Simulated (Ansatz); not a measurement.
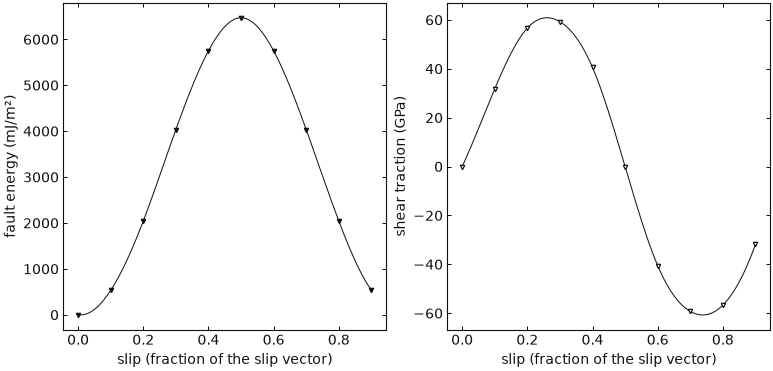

The plot gives the computed fault energy and shear traction against slip for NbP, space group I4_1md (No. 109).

Starting cell:
```yaml
crystal:
  lattice:
    - [-3.32025, 0.00000, 0.00000]
    - [0.00000, -3.32025, 0.00000]
    - [0.00000, 0.00000, 11.29039]
  atoms:
    - { symbol: Nb, position: [0.00000, 0.00000, 0.33389] }
    - { symbol: Nb, position: [0.50000, 0.50000, 0.83389] }
    - { symbol: Nb, position: [0.50000, 0.00000, 0.08389] }
    - { symbol: Nb, position: [0.00000, 0.50000, 0.58389] }
    - { symbol: P, position: [0.00000, 0.00000, 0.91614] }
    - { symbol: P, position: [0.50000, 0.50000, 0.41614] }
    - { symbol: P, position: [0.00000, 0.50000, 0.16614] }
    - { symbol: P, position: [0.50000, 0.00000, 0.66614] }
```

Computed with Ansatz 0.2.0: rigid slide of a crystal across a plane by tilting cell vector c, one fault a cell, unrelaxed, by plane-wave density functional theory with PAW datasets, free energies less that of the undisturbed cell; scalar-relativistic. Level: PBEsol, no spin polarisation.

- wave cutoff: 420 eV
- k mesh: 14×14×4
- occupations: Gaussian
- smearing width: 0.15 eV
- k shift: (0, 0, 0) (mesh steps)
- start: relaxed
- height of the cut: 0 (fraction of cell vector c)
- slip vector: (1, 0) (multiples of cell vectors a and b)

The points at slip 0.6, 0.7, 0.8 and 0.9 follow from computed ones by symmetry.

**How high is the barrier to slip, and is there a metastable fault?**

The highest fault energy among the points, the barrier to rigid slip along this vector, is 6470 mJ/m² at slip 0.5; no local minimum, hence no metastable fault, shows among the points.

**What does the shear traction do across the range?**

It goes from 0 GPa at slip 0.0 to −32 GPa at 0.9, not monotonically, with a high of 59 GPa at 0.3 and a low of −59 GPa at 0.7.

Limits of the calculation: atoms far too close at some points of the scan.

The computed values:

```
slip (fraction of the slip vector)  fault energy (mJ/m²)  shear traction (GPa)
                               0.0                   0.0                     0
                               0.1                 531.5                    32
                               0.2                2041.8                    57
                               0.3                4034.5                    59
                               0.4                5750.4                    41
                               0.5                6471.1                     0
                               0.6                5750.4                   -41
                               0.7                4034.5                   -59
                               0.8                2041.8                   -57
                               0.9                 531.5                   -32
```
